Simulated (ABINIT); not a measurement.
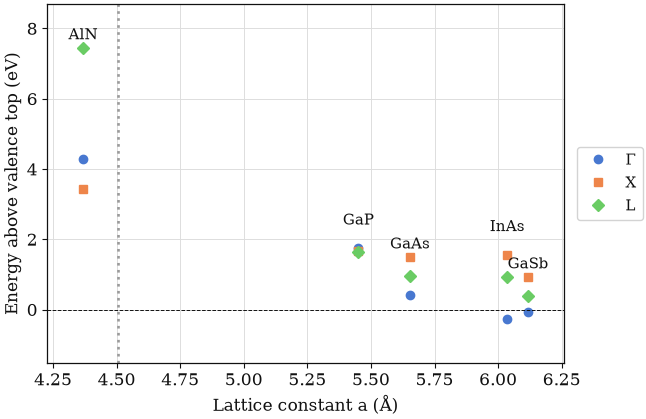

Lowest conduction level at each named k point, counted from the valence-band top at Γ, for six zincblende crystals against the lattice constant, each in its database cell. A negative value at Γ means that the s-like level, then filled, lies under the p-like triplet: the bands are inverted and there is no gap. All by ABINIT with BP86, without spin-orbit coupling, no moments; potentials: PseudoDojo NC SR PBE v0.4.1 standard (AlN); JTH PAW PBE v2.0 (GaN, GaP, GaAs, InAs and GaSb).

| compound | a (Å) | k mesh | Γ (eV) | X (eV) | L (eV) |
| --- | --- | --- | --- | --- | --- |
| AlN | 4.368 | 10×10×10 | 4.29 | 3.44 | 7.46 |
| GaP | 5.451 | 8×8×8 | 1.75 | 1.68 | 1.64 |
| GaAs | 5.654 | 8×8×8 | 0.42 | 1.50 | 0.97 |
| InAs | 6.036 | 8×8×8 | −0.28 | 1.56 | 0.91 |
| GaSb | 6.118 | 8×8×8 | −0.07 | 0.94 | 0.38 |

GaN (a = 4.507 Å, dotted line) is left out. Estimate its value at Γ.

Answer. A straight line through the other values at Γ gives 3.92 eV. The run gives 1.71 eV at Γ, 3.40 eV at X and 4.60 eV at L, so the line misses by 2.20 eV: a straight line in the lattice constant doesn't capture this level.

With the valence top at Γ, which of these have their lowest conduction level there too?

Answer. GaN and GaAs (direct among these points); AlN has it at X and GaP has it at X or L. InAs and GaSb are inverted, with no gap.

Spin-orbit coupling is left out, which matters for Sb, In and As. GaN, GaP, GaAs, InAs and GaSb: the PAW data sets were made with another functional. LDA, GGA and most meta-GGA functionals understate gaps. AlN: the potentials were made for another functional. The usual form of AlN is wurtzite. The usual form of GaN is wurtzite. GaP: measured GaP has its conduction bottom near X; the order of its valleys hangs on the functional and the volume. Measured InAs has a positive gap at its own volume; this functional understates it. Measured GaSb has a positive gap at its own volume; this functional understates it. The cells are as the databases list them, so they lie at different pressures for this functional.
